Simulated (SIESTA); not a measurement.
System: FeO, space group R-3m (No. 166).

Structure:
```cif
data_structure
_symmetry_space_group_name_H-M 'P 1'
_symmetry_Int_Tables_number 1
_cell_length_a 3.0699
_cell_length_b 3.0699
_cell_length_c 3.0699
_cell_angle_alpha 59.307
_cell_angle_beta 59.307
_cell_angle_gamma 59.307
_cell_volume 20.13
loop_
_atom_site_label
_atom_site_type_symbol
_atom_site_fract_x
_atom_site_fract_y
_atom_site_fract_z
_atom_site_occupancy
Fe1 Fe 0.00000 0.00000 0.00000 1
O1 O 0.50000 0.50000 0.50000 1
```

Calculation (SIESTA 5.4.2): DFT in numerical atomic orbitals with pseudopotentials, collinear spins; energies at scaled volumes of the given cell, shape and fractions fixed, counted from the fit's minimum, third-order Birch-Murnaghan fit. Level: PBEsol, collinear spin.

k mesh 8×8×8; occupations Fermi–Dirac; smearing width 0.05 eV; potentials PseudoDojo 0.4 standard, converted to PSML, two zetas on semicore shells; program settings basis DZP, mesh cutoff 800 Ry.

Predict the energy against volume. The volume takes the values 9.46, 9.66, 9.87, 10.07, 10.27, 10.47, 10.67 Å³/atom.

A third-order Birch–Murnaghan fit gives V0 = 9.61 Å³/atom, B0 = 211 GPa and B′ = 4.5. The energy is 1.59 meV/atom at volume 9.46 Å³/atom and 63.19 meV/atom at 10.67 Å³/atom; the lowest computed point is at volume 9.66 Å³/atom (0.17 meV/atom), and no other minimum shows.

```csv
volume (Å³/atom),energy (meV/atom)
9.46,1.59
9.66,0.17
9.87,4.16
10.07,12.90
10.27,26.01
10.47,42.88
10.67,63.19
```

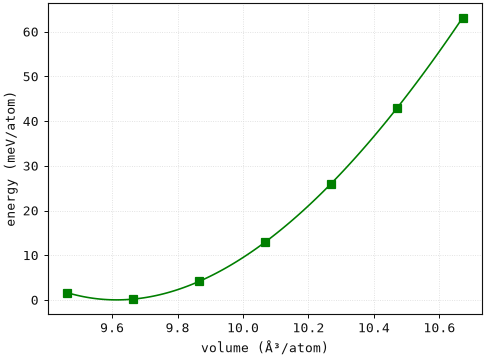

Note: mulliken charges of long orbitals; short basis over semicore shells; shape and atomic fractions are frozen while scaling, which makes layered, chain and framework solids too stiff.
